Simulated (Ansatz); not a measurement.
# Geometry relaxation of Ga₄As₄H₉ (part 3 of 3)

The same run, continued: Ga₄As₄H₉ (34 atoms in the cell); DFT PBE, scalar-relativistic, plane waves, PAW, no spin polarisation (Ansatz 0.2.0); cutoff 420 eV, 1×1×10 k-mesh, Gaussian smearing of 0.05 eV. The structure derives from an entry of the Crystallography Open Database. It belongs to a series of runs on one base structure; here: wire along [0 0 1], 16 atoms a period, capped with H.

### Output, continued
```
  k-point 5: bands = ["-38.3382", "-38.3368", "-38.3097", "-38.3085", "-38.2644", "-38.2632", "-38.2354", "-38.2343", "-38.2314", "-38.2301", "-37.9164", "-37.9141", "-37.8903", "-37.8880", "-37.8461", "-37.8438", "-37.8168", "-37.8145", "-37.8070", "-37.8047", "-37.4794", "-37.4789", "-37.4616", "-37.4519", "-37.4491", "-37.0007", "-36.9995", "-36.9907", "-36.9895", "-36.9625", "-36.9613", "-36.9472", "-36.9391", "-36.9378", "-36.9338", "-36.9326", "-36.9203", "-36.8798", "-36.8633", "-36.8558", "-17.3119", "-17.2852", "-17.2563", "-17.1955", "-17.1824", "-17.1743", "-17.1501", "-17.1489", "-17.1368", "-17.1221", "-17.1042", "-17.0681", "-17.0625", "-17.0587", "-17.0564", "-16.7697", "-16.7526", "-16.7412", "-16.6856", "-16.6817", "-16.3802", "-16.3779", "-16.3258", "-16.3234", "-16.2623", "-16.2598", "-16.2097", "-16.2074", "-16.1926", "-16.1901", "-15.9360", "-15.9138", "-15.9085", "-15.8846", "-15.8315", "-15.8277", "-15.7832", "-15.7738", "-15.7546", "-15.7510", "-14.6637", "-14.3014", "-14.1110", "-14.0459", "-13.2757", "-12.9345", "-12.8099", "-12.5645", "-9.2042", "-8.8810", "-8.7287", "-8.6351", "-8.3853", "-8.1608", "-8.0269", "-7.8750", "-7.7370", "-7.5050", "-7.2218", "-7.1333", "-6.4879", "-6.4559", "-5.9881", "-5.5727", "-5.5140", "-5.1381", "-5.0934", "-4.9088", "-4.6501", "-4.5139", "-4.2847", "-4.1659", "-4.1629", "-4.1090", "-3.9403", "-3.8586", "-3.6904", "-3.5424", "-3.4824", "-3.4467", "-3.2391", "-0.3035", "-0.1609", "-0.1096", "-0.0985", "0.6028", "0.7280", "0.8498", "0.9458", "1.2777", "1.3348", "1.5111", "1.6666", "1.7318", "1.8246", "2.0168", "2.0601", "2.1405", "2.2249", "2.3391", "2.5138", "2.6272", "2.6481", "2.6808", "2.7879", "2.8698", "2.9486", "2.9864", "3.0252", "3.1051", "3.2536", "3.2701", "3.3306", "3.3769", "3.4760"]
--- Relaxed structure (12 steps of the walk, 12 accepted, 1 SCFs on fresh bases) ---
  F+E_penalty+E_count = -69398.20128085 eV   max|allowed force component| = 1.319e-2 eV/Å   (the final SCF, on the basis selected at the relaxed cell)
  cell:  # Å, volume = 1964.0887 Å³
    - [18.0, 1.295107639409826e-112, 3.202363031245273e-113]
    - [1.3166927667333234e-112, 18.3, 8.458017561304905e-113]
    - [1.0221559532835423e-113, 2.655440635016661e-113, 5.962625222166229]
  atoms:
    - { symbol: Ga, position: [0.542638887560884, 0.5419410689579269, -0.008291789967311669] }
    - { symbol: As, position: [0.3141921968821271, 0.6224710768066829, 0.739885500813781] }
    - { symbol: As, position: [0.6244507454739713, 0.3172300004658919, 0.7399072191686397] }
    - { symbol: As, position: [0.6137087669225966, 0.6118139454201276, 0.7111321337454553] }
    - { symbol: Ga, position: [0.5457592344743553, 0.3943016200115579, 0.49160430063625365] }
    - { symbol: Ga, position: [0.5430712334393134, 0.7036296212850174, 0.48155766843744235] }
    - { symbol: As, position: [0.31445059181915186, 0.45925252704110325, 0.2506955319125628] }
    - { symbol: As, position: [0.6224769756370166, 0.4645894456524328, 0.23539596497220128] }
    - { symbol: Ga, position: [0.39252626506307575, 0.5450577774976906, 0.49158597254573555] }
    - { symbol: Ga, position: [0.7070306382080935, 0.5422841467996816, 0.48166674021635747] }
    - { symbol: As, position: [0.4585177498012806, 0.3175228757595635, 0.25070241690386463] }
    - { symbol: As, position: [0.46402422382762637, 0.6204834805107375, 0.23538101686188048] }
    - { symbol: Ga, position: [0.3786337692182695, 0.3806727363837783, -0.038828912199689196] }
    - { symbol: Ga, position: [0.3657984105851176, 0.6997502940443183, 0.06685573304813577] }
    - { symbol: Ga, position: [0.7030155358521348, 0.36793498619401555, 0.06694135199910996] }
    - { symbol: As, position: [0.46131996943668635, 0.4619825251955364, 0.7464685242144129] }
    - { symbol: H, position: [0.2521832189911163, 0.5720124937330177, 0.8184231062866443] }
    - { symbol: H, position: [0.26700284223759646, 0.6677303685255166, 0.5808459650921828] }
    - { symbol: H, position: [0.5731424746607405, 0.25624512224833085, 0.8184590246022928] }
    - { symbol: H, position: [0.6704569460486877, 0.27079891403013345, 0.5808841439631559] }
    - { symbol: H, position: [0.6610903009896075, 0.6584004844161571, 0.8676651581638078] }
    - { symbol: H, position: [0.6009790162883768, 0.7393384838754992, 0.3192908522039792] }
    - { symbol: H, position: [0.48617757759963487, 0.7469765685543245, 0.6282092341620793] }
    - { symbol: H, position: [0.2498926707909639, 0.498524081494456, 0.13917225489632554] }
    - { symbol: H, position: [0.26787598733787216, 0.40742036588254243, 0.39243600599697276] }
    - { symbol: H, position: [0.7434205588903361, 0.5992058060401038, 0.3194408751585103] }
    - { symbol: H, position: [0.7510632139284719, 0.48628322770207844, 0.6283033297944837] }
    - { symbol: H, position: [0.4984437654011526, 0.25401873271716313, 0.1391937031449723] }
    - { symbol: H, position: [0.40582244885725444, 0.2717120573226388, 0.39245053855288287] }
    - { symbol: H, position: [0.3245273393420728, 0.32743517011847206, 0.8361710911612565] }
    - { symbol: H, position: [0.29702828920702057, 0.7028009798610176, 0.22795888535272626] }
    - { symbol: H, position: [0.3997149498998236, 0.7665895741292743, 0.9426133957133173] }
    - { symbol: H, position: [0.7060835724633694, 0.3002717052059612, 0.22799325139278695] }
    - { symbol: H, position: [0.771027122264201, 0.4012333000172501, 0.9428053409527906] }
--- Löwdin populations: 34 sites ---
  site symbol       q [e]
     0     Ga     12.9242
     1     As     14.8307
     2     As     14.8308
     3     As     14.9646
     4     Ga     12.9371
     5     Ga     12.8874
     6     As     14.8438
     7     As     15.0625
     8     Ga     12.9371
     9     Ga     12.8877
    10     As     14.8439
    11     As     15.0626
    12     Ga     12.9002
    13     Ga     12.8729
    14     Ga     12.8733
    15     As     15.0625
    16      H      0.9824
    17      H      0.9469
    18      H      0.9825
    19      H      0.9471
    20      H      0.9519
    21      H      1.0719
    22      H      1.0835
    23      H      0.9596
    24      H      0.9600
    25      H      1.0720
    26      H      1.0837
    27      H      0.9598
    28      H      0.9601
    29      H      1.0699
    30      H      1.0980
    31      H      1.0561
    32      H      1.0982
    33      H      1.0563
  spilling = 0.003880 (of n_electrons = 242.000000)
```

### File populations.tsv
```
# site	symbol	l	j	q
# orbitals = lowdin
# n_electrons = 242.000000
# spilling = 0.003880
0	Ga	0_4S	-	1.149030
0	Ga	1_4P	-	1.786117
0	Ga	2_3D	-	9.989022
1	As	0_4S	-	1.478502
1	As	1_4P	-	3.356351
1	As	2_3D	-	9.995812
2	As	0_4S	-	1.478555
2	As	1_4P	-	3.356383
2	As	2_3D	-	9.995813
3	As	0_4S	-	1.477479
3	As	1_4P	-	3.490644
3	As	2_3D	-	9.996465
4	Ga	0_4S	-	1.153893
4	Ga	1_4P	-	1.794704
4	Ga	2_3D	-	9.988538
5	Ga	0_4S	-	1.090856
5	Ga	1_4P	-	1.817387
5	Ga	2_3D	-	9.979193
6	As	0_4S	-	1.475974
6	As	1_4P	-	3.371953
6	As	2_3D	-	9.995844
7	As	0_4S	-	1.487028
7	As	1_4P	-	3.578320
7	As	2_3D	-	9.997165
8	Ga	0_4S	-	1.153901
8	Ga	1_4P	-	1.794662
8	Ga	2_3D	-	9.988539
9	Ga	0_4S	-	1.090814
9	Ga	1_4P	-	1.817723
9	Ga	2_3D	-	9.979198
10	As	0_4S	-	1.476035
10	As	1_4P	-	3.371988
10	As	2_3D	-	9.995844
11	As	0_4S	-	1.487021
11	As	1_4P	-	3.578383
11	As	2_3D	-	9.997165
12	Ga	0_4S	-	1.120384
12	Ga	1_4P	-	1.795538
12	Ga	2_3D	-	9.984273
13	Ga	0_4S	-	1.097773
13	Ga	1_4P	-	1.796025
13	Ga	2_3D	-	9.979124
14	Ga	0_4S	-	1.097718
14	Ga	1_4P	-	1.796449
14	Ga	2_3D	-	9.979129
15	As	0_4S	-	1.483943
15	As	1_4P	-	3.581420
15	As	2_3D	-	9.997093
16	H	0_1S	-	0.982355
17	H	0_1S	-	0.946892
18	H	0_1S	-	0.982493
19	H	0_1S	-	0.947060
20	H	0_1S	-	0.951914
21	H	0_1S	-	1.071876
22	H	0_1S	-	1.083506
23	H	0_1S	-	0.959643
24	H	0_1S	-	0.960044
25	H	0_1S	-	1.071951
26	H	0_1S	-	1.083713
27	H	0_1S	-	0.959846
28	H	0_1S	-	0.960128
29	H	0_1S	-	1.069860
30	H	0_1S	-	1.098045
31	H	0_1S	-	1.056061
32	H	0_1S	-	1.098235
33	H	0_1S	-	1.056271
```

### Trajectory as extended XYZ (Å, eV, eV/Å), 3 of the 13 frames kept, from step=1 to step=13
```
34
Lattice="18.0000 0.0000 0.0000 0.0000 18.3000 0.0000 0.0000 0.0000 5.7454" Properties=species:S:1:pos:R:3:forces:R:3 step=1 energy=-69396.14751 pressure_GPa=0.25
Ga    9.7037    9.8537    0.0000    0.3463   0.3479   0.4254
As    5.3947   11.2901    4.3090    0.8482   0.1926  -0.0586
As   11.1401    5.5447    4.3090    0.1926   0.8490  -0.0589
As   11.1401   11.2901    4.3090   -0.4987  -0.4992  -0.3872
Ga    9.7037    6.9810    2.8727    0.3795   0.3830  -0.2449
Ga    9.7037   12.7264    2.8727    0.3308   0.9502   0.0733
As    5.3947    8.4174    1.4363    0.7963  -0.2565   0.4356
As   11.1401    8.4174    1.4363   -0.4785  -0.3739  -0.0706
Ga    6.8310    9.8537    2.8727    0.3810   0.3810  -0.2454
Ga   12.5764    9.8537    2.8727    0.9480   0.3317   0.0743
As    8.2674    5.5447    1.4363   -0.2563   0.7970   0.4354
As    8.2674   11.2901    1.4363   -0.3726  -0.4797  -0.0704
Ga    6.8310    6.9810    0.0000   -0.1362  -0.1342  -0.7984
Ga    6.8310   12.7264    0.0000    0.0382   0.9552   0.6321
Ga   12.5764    6.9810    0.0000    0.9528   0.0399   0.6329
As    8.2674    8.4174    4.3090   -0.2678  -0.2692   0.2399
H     4.5171   10.4125    5.1866   -0.4768   0.1686  -0.3212
H     4.5171   12.1677    3.4315   -0.2478  -0.2789   0.1448
H    10.2625    4.6671    5.1866    0.1686  -0.4774  -0.3206
H    12.0177    4.6671    3.4315   -0.2785  -0.2485   0.1447
H    12.0177   12.1677    5.1866   -0.0945  -0.0948   0.0364
H    10.6102   13.6329    1.9663    0.2216  -0.2706  -0.3145
H     8.7973   13.6329    3.7791    0.1003  -0.1726  -0.2521
H     4.5171    9.2950    0.5588   -0.3170  -0.3111   0.1566
H     4.5171    7.5398    2.3139   -0.2972   0.1316  -0.2412
H    13.4829   10.7602    1.9663   -0.2696   0.2213  -0.3147
H    13.4829    8.9473    3.7791   -0.1712   0.1001  -0.2523
H     9.1450    4.6671    0.5588   -0.3109  -0.3177   0.1566
H     7.3898    4.6671    2.3139    0.1316  -0.2977  -0.2408
H     5.9246    6.0746    4.8389   -0.0997  -0.1004  -0.0132
H     5.9246   13.6329    0.9064   -0.4056  -0.2448   0.2595
H     7.7375   13.6329    4.8389   -0.2402  -0.3744   0.0490
H    13.4829    6.0746    0.9064   -0.2432  -0.4067   0.2598
H    13.4829    7.8875    4.8389   -0.3736  -0.2408   0.0488
34
Lattice="18.0000 0.0000 0.0000 0.0000 18.3000 0.0000 0.0000 0.0000 5.9083" Properties=species:S:1:pos:R:3:forces:R:3 step=7 energy=-69398.17049 pressure_GPa=0.04
Ga    9.7480    9.8981   -0.0198    0.0122   0.0120   0.0399
As    5.6029   11.3776    4.4048    0.0471   0.0328  -0.0287
As   11.2272    5.7531    4.4049    0.0327   0.0472  -0.0287
As   11.0409   11.1907    4.2345    0.0010   0.0010  -0.0005
Ga    9.8096    7.1848    2.9458    0.0101  -0.0347  -0.0049
Ga    9.8343   12.8678    2.8070   -0.0035  -0.0189  -0.0086
As    5.6272    8.3808    1.5229    0.0082  -0.0006  -0.0121
As   11.1889    8.4777    1.4267    0.0233   0.0393  -0.0468
Ga    7.0345    9.9601    2.9456   -0.0347   0.0100  -0.0048
Ga   12.7179    9.9837    2.8074   -0.0188  -0.0035  -0.0087
As    8.2304    5.7776    1.5230   -0.0007   0.0081  -0.0121
As    8.3278   11.3390    1.4266    0.0391   0.0233  -0.0467
Ga    6.7916    6.9421   -0.1895   -0.0206  -0.0206   0.0041
Ga    6.6234   12.8310    0.3769    0.0428  -0.1306  -0.0020
Ga   12.6805    6.7731    0.3772   -0.1308   0.0427  -0.0018
As    8.2821    8.4324    4.4445    0.0004   0.0006  -0.0002
H     4.4814   10.4615    4.8661   -0.0230  -0.0249   0.0245
H     4.7647   12.1988    3.4390    0.0139  -0.0140  -0.0027
H    10.3112    4.6316    4.8664   -0.0249  -0.0230   0.0245
H    12.0483    4.9147    3.4392   -0.0140   0.0138  -0.0027
H    11.8882   12.0378    5.1774   -0.0080  -0.0080   0.0017
H    10.9050   13.3719    1.7856    0.0151   0.0086  -0.0211
H     8.8823   13.8004    3.6140   -0.0298   0.0043   0.0414
H     4.4720    9.0922    0.8405   -0.0106   0.0188  -0.0091
H     4.7762    7.4483    2.3730    0.0102  -0.0090   0.0018
H    13.2229   11.0540    1.7859    0.0086   0.0149  -0.0209
H    13.6503    9.0313    3.6142    0.0042  -0.0297   0.0414
H     8.9419    4.6224    0.8407    0.0187  -0.0105  -0.0090
H     7.2980    4.9265    2.3732   -0.0090   0.0102   0.0018
H     5.8221    5.9721    4.9618    0.0021   0.0021  -0.0036
H     5.4214   13.0098    1.3425   -0.1614   0.0027   0.1360
H     7.2653   13.9679    5.4626    0.0929   0.1038  -0.0887
H    12.8594    5.5708    1.3426    0.0026  -0.1613   0.1359
H    13.8181    7.4143    5.4634    0.1040   0.0929  -0.0887
34
Lattice="18.0000 0.0000 0.0000 0.0000 18.3000 0.0000 0.0000 0.0000 5.9626" Properties=species:S:1:pos:R:3:forces:R:3 step=13 energy=-69398.20128 pressure_GPa=-0.00
Ga    9.7675    9.9175   -0.0494   -0.0017  -0.0017  -0.0035
As    5.6555   11.3912    4.4117   -0.0053   0.0012   0.0088
As   11.2401    5.8053    4.4118    0.0012  -0.0053   0.0088
As   11.0468   11.1962    4.2402    0.0035   0.0034  -0.0028
Ga    9.8237    7.2157    2.9313    0.0022   0.0051   0.0054
Ga    9.7753   12.8764    2.8713   -0.0029   0.0131  -0.0047
As    5.6601    8.4043    1.4948    0.0042  -0.0101  -0.0074
As   11.2046    8.5020    1.4036    0.0026   0.0061   0.0031
Ga    7.0655    9.9746    2.9311    0.0051   0.0023   0.0055
Ga   12.7266    9.9238    2.8720    0.0132  -0.0029  -0.0047
As    8.2533    5.8107    1.4948   -0.0100   0.0042  -0.0074
As    8.3524   11.3548    1.4035    0.0061   0.0026   0.0031
Ga    6.8154    6.9663   -0.2315    0.0001   0.0001   0.0089
Ga    6.5844   12.8054    0.3986    0.0079   0.0105  -0.0041
Ga   12.6543    6.7332    0.3991    0.0105   0.0078  -0.0041
As    8.3038    8.4543    4.4509    0.0036   0.0036  -0.0078
H     4.5393   10.4678    4.8800    0.0041  -0.0032  -0.0086
H     4.8061   12.2195    3.4634   -0.0027  -0.0037  -0.0011
H    10.3166    4.6893    4.8802   -0.0033   0.0041  -0.0086
H    12.0682    4.9556    3.4636   -0.0037  -0.0028  -0.0011
H    11.8996   12.0487    5.1736   -0.0010  -0.0010  -0.0039
H    10.8176   13.5299    1.9038   -0.0102  -0.0099   0.0116
H     8.7512   13.6697    3.7458    0.0035  -0.0015  -0.0039
H     4.4981    9.1230    0.8298    0.0003   0.0028   0.0004
H     4.8218    7.4558    2.3399   -0.0047   0.0005   0.0004
H    13.3816   10.9655    1.9047   -0.0100  -0.0103   0.0117
H    13.5191    8.8990    3.7463   -0.0015   0.0035  -0.0039
H     8.9720    4.6485    0.8300    0.0028   0.0003   0.0004
H     7.3048    4.9723    2.3400    0.0004  -0.0047   0.0004
H     5.8415    5.9921    4.9858    0.0005   0.0005   0.0008
H     5.3465   12.8613    1.3592   -0.0059  -0.0022  -0.0010
H     7.1949   14.0286    5.6204   -0.0029  -0.0036   0.0051
H    12.7095    5.4950    1.3594   -0.0022  -0.0058  -0.0010
H    13.8785    7.3426    5.6216   -0.0037  -0.0029   0.0052
```

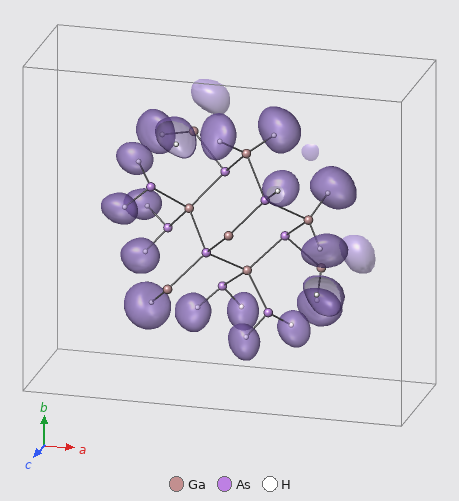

**Figure 1.** Isosurface of the electron localisation function at 0.9 (purple), seen from the side, at a tilt. Only the valence region is drawn (cores and ρ < 0.01 e/Å³ removed). Sticks mark near contacts. Profiles from the grid: As–H (1.52 Å): the ELF climbs to about 1 towards the hydrogen, as it does in any bond to H. Ga–H (1.55 Å): the ELF climbs to about 1 towards the hydrogen. The fields are those of the smooth PAW valence density.

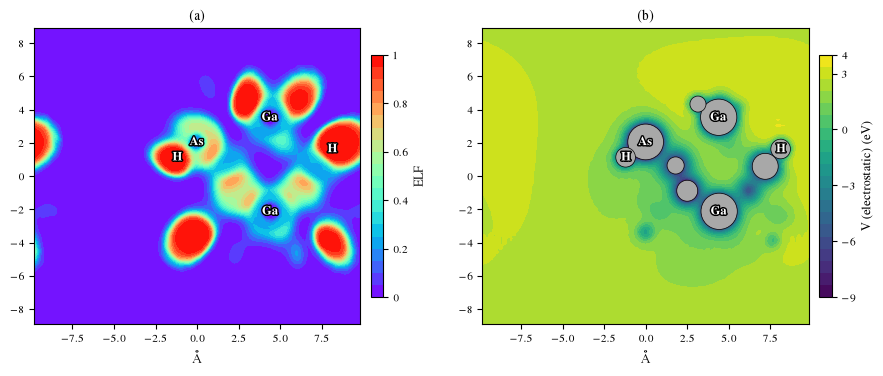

**Figure 2.** (a) electron localisation function; (b) electrostatic potential (local pseudopotential plus Hartree) felt by an electron on the (101) plane of the calculation cell, a cut from vacuum to vacuum. Grey discs, where drawn, cover atomic cores. Atoms in the plane: As, Ga and H. As–H (1.52 Å): the ELF climbs to about 1 towards the hydrogen.

### Summary

```tsv
quantity	value
outcome	converged
electrons treated	242
free energy	−69398.2013 eV
Fermi energy	−1.655 eV
gap on the k-point mesh	2.70 eV
final volume	1964.09 Å³
largest force (length of the vector) at the end	0.019 eV/Å
wall time	7.7 min (CPU time 30 min)
peak memory	5.8 GiB
```

### Notes

The program warns: the exchange-correlation potential is rough where the density is thin.
